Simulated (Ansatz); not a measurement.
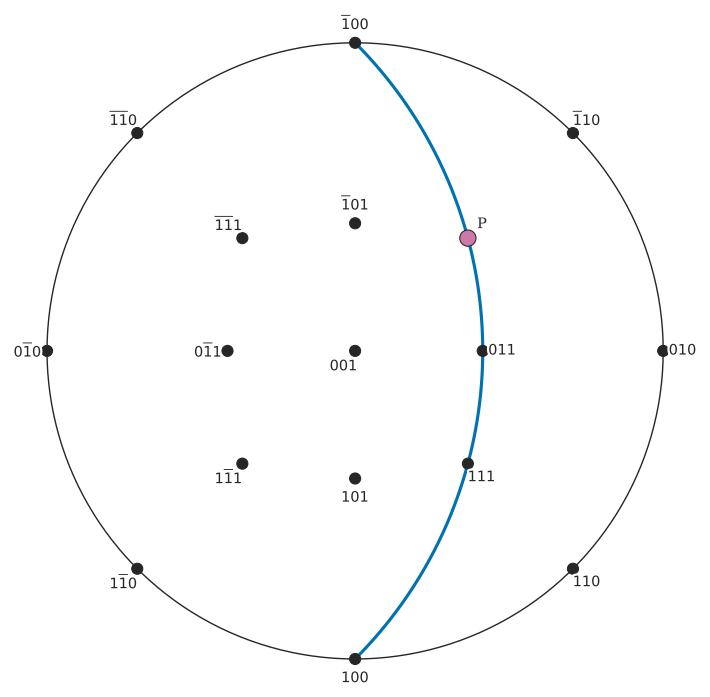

For Mo, the end point of a relaxation with DFT r2SCAN, scalar-relativistic, plane waves, PAW (Ansatz); the starting structure was generated, so it need not be a known form of this composition: stereographic projection of plane normals (upper hemisphere) centred on (0 0 1). Symmetry computed with spglib at a tolerance of 0.002 Å; standard conventional cell.

a = 5.648 Å, b = 5.648 Å, c = 5.648 Å, α = 90.00°, β = 90.00°, γ = 90.00°.

Q: Index the pole marked P.

A: P is (−1 1 1), 54.7° from the centre.

Q: Which zone does the coloured great circle trace?

A: The zone [0 1 −1]: its poles satisfy k − l = 0.

Q: What is the angle between the normals of (−1 1 0) and (1 1 0), and what are their d_hkl = 1/|g|?

A: 90.0°; d = 3.994 Å and 3.994 Å.
